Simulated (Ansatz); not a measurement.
A series of calculations on VH₂

### Relaxation

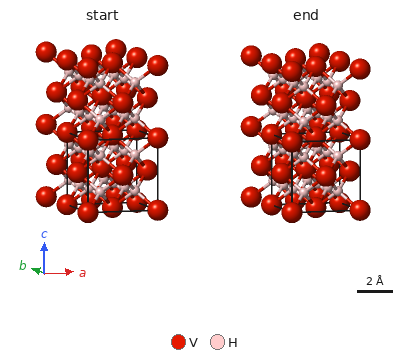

The structure of a crystal of VH2 (set up in Fm-3m) (coarse preliminary run) before (left) and after (right) a relaxation, at one scale.

The picture is a ball-and-stick view of the conventional cell (4 times the calculation's cell), repeated 1 × 2 × 2 with one cell outlined, seen slightly off an axis. Lengths and directions refer to the drawn axes.

Level of theory: Ansatz 0.2.0, DFT PBEsol, scalar-relativistic, plane waves, PAW. Settings: plane-wave cutoff 420 eV; k-point mesh 8 × 8 × 8; occupations gaussian; smearing width 0.1 eV; no spin polarisation; cell and atoms relaxed; force threshold 0.05 eV/Å; at most 80 steps.

Question: What changed between the two?

Answer: Over 2 accepted moves (3 points after the start) the energy falls by 57.1 meV per cell of the calculation. All forces vanish by symmetry, so only the cell relaxes. The pressure goes from −12.23 to −0.28 GPa. At 1 point the geometry stayed and the basis and grid were re-selected for the new cell (energy shift of 2.2 meV per cell of the calculation at most each time). No atom moves by more than 0.005 Å relative to the cell. The volume changes by −7.1 %, with a = b = c 4.271 → 4.168 Å (−2.4 %). Near-neighbour distances that change, for instance: V–V 3.020 → 2.947 Å, H–V 1.849 → 1.805 Å. The space group stays Fm-3m (No. 225). Cost: 3.2 s on 1 thread of Arm Neoverse V1, on a shared host, peak memory 0.27 GiB.

### Relaxation

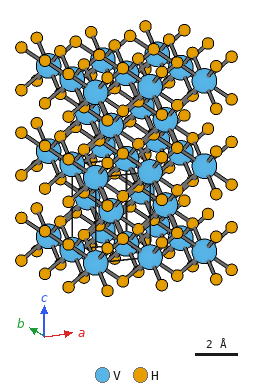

This is the input geometry for a relaxation of solid VH2 (set up in I4/mmm). Style: ball-and-stick. Shown: the cell of the calculation, repeated 2 × 2 × 2 with one cell outlined, slightly off an axis.

Case: biaxial strain in the a-b plane of -3.0 %; c and atoms relaxed.

These are results of Ansatz 0.2.0, DFT PBEsol, scalar-relativistic, plane waves, PAW, not measurements.

The input:
```yaml
crystal:
  lattice:
    - [2.0196255882, 2.0196255882, 0.0]
    - [-2.0196255882, 2.0196255882, 0.0]
    - [0.0, 0.0, 4.239131647]
  atoms:
    - { symbol: V, position: [0.0, 0.0, 0.0] }
    - { symbol: V, position: [0.5, 0.5, 0.5] }
    - { symbol: H, position: [0.0, 0.5, 0.75] }
    - { symbol: H, position: [0.5, 0.0, 0.75] }
    - { symbol: H, position: [0.5, 0.0, 0.25] }
    - { symbol: H, position: [0.0, 0.5, 0.25] }
basis:
  ecutwfc: 420
kpoints:
  mp_grid: { grid: [12, 12, 8] }
hamiltonian:
  xc: pbesol
scf:
  occupations: { method: gaussian, width: 0.1 }
output:
  forces: true
  stress: true
  eigenvalues: true
relax:
  adjacent_minimum: "off"
  f_tol: 0.008
  max_steps: 40
  cell: { stress_tol: 0.015, fix: [a, b, gamma] }
```

Launched with:
```bash
ansatz run input.yaml --threads 1 --pin off --max-ram 2560MiB --backend cpu --events-out ev --progress --plain --runs-dir out
```

What does the optimiser find from here?

Answer. After 3 accepted moves (5 points after the start) the energy has fallen by 0.4 meV per atom. All forces vanish by symmetry, so only the cell relaxes. The pressure goes from 8.91 to 7.13 GPa. At 2 points the geometry stayed and the basis and grid were re-selected for the new cell (energy shift of 0.1 meV per atom at most each time). The atoms keep their places relative to the cell (all moves are under 0.005 Å). The volume changes by +0.8 %, with a = b unchanged at 2.856 Å, c 4.239 → 4.274 Å (+0.8 %). Near-neighbour distances that change, for instance: V1–V2 2.928 → 2.940 Å, V1–H3 1.778 → 1.784 Å. The space group stays I4/mmm (No. 139).

### Series

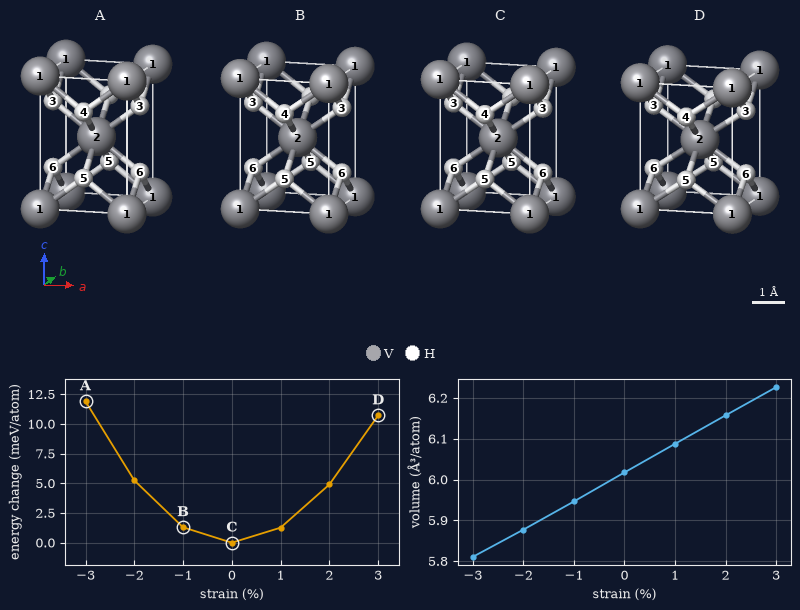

Members of a series of calculations on solid VH2 (set up in Fm-3m), marked on the first curve. The picture is a ball-and-stick view of the cell of the calculation, seen slightly off an axis.

Method: DFT PBEsol, scalar-relativistic, plane waves, PAW in Ansatz 0.2.0. Set-up: plane-wave cutoff 420 eV; k-point mesh 12 × 12 × 8; occupations gaussian; smearing width 0.1 eV; no spin polarisation.

Describe the series.

Biaxial strain in the a–b plane, c and atoms relaxed. A (strain −3.0 %): energy change 11.9 meV/atom, volume 5.81 Å³ per atom. B (strain −1.0 %): energy change 1.3 meV/atom, volume 5.95 Å³ per atom. C (strain 0.0 %): energy change 0.0 meV/atom, volume 6.02 Å³ per atom. D (strain 3.0 %): energy change 10.7 meV/atom, volume 6.23 Å³ per atom. The rest compares A with D. Cell: a = b 2.856 → 3.033 Å (+6.2 %), c 4.274 → 4.061 Å (−5.0 %). Volume +7.2 %. Some distances before and after: H–V 1.784 → 1.825 Å.
